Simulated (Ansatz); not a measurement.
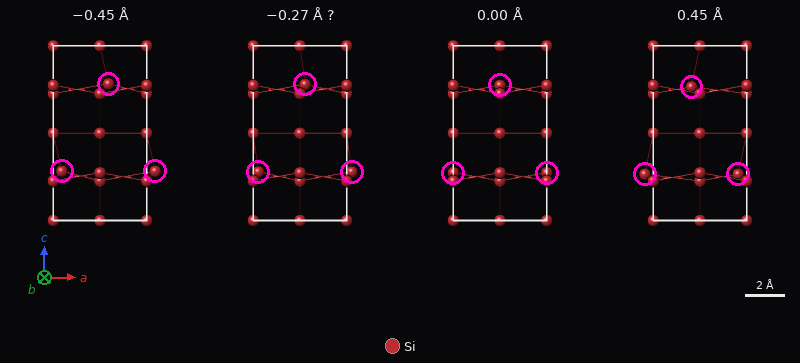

Solid Si (Fmmm): a Si atom (one in each cell of 8 atoms) is moved towards the nearest copy of atom 7 (Si) at 2.473 Å, all else fixed. Style: ball-and-stick. Shown: the conventional cell (2 times the calculation's cell), along the b axis. The ringed atoms are those of the scanned coordinate.  Lengths and directions refer to the drawn axes.

These are results of DFT LDA, scalar-relativistic, plane waves, PAW in Ansatz, not measurements. (plane-wave cutoff 420 eV; k-point mesh 10 × 10 × 8; occupations gaussian; smearing width 0.15 eV; no spin polarisation). Energies (free energies at the smearing named) are counted from the relaxed crystal.

```csv
displacement (Å),energy change (meV/cell)
−0.45,905
−0.36,531
−0.27,?
−0.09,28
0.00,0
0.18,125
0.36,606
0.45,1067
```

Question: Fill in the missing row.

Answer: A straight line between the two neighbours gives 363 meV/cell. A cubic through the four nearest rows (−0.45, −0.36, −0.09, 0.00) gives, with Lagrange weights, (−0.3000)(905) + (1.0000)(531) + (0.5000)(28) + (−0.2000)(0) = 274 meV/cell. The calculation gives 278 meV/cell, so the cubic is 4 meV/cell too low and the straight line 85 meV/cell too high, as the curve bends upwards here.

The whole profile:

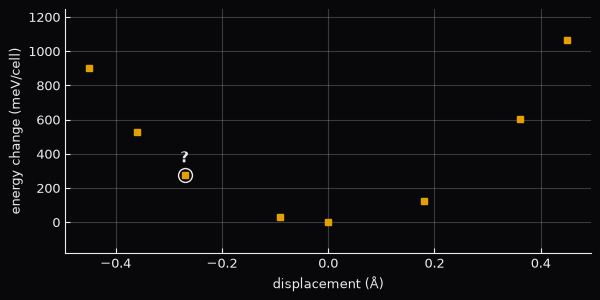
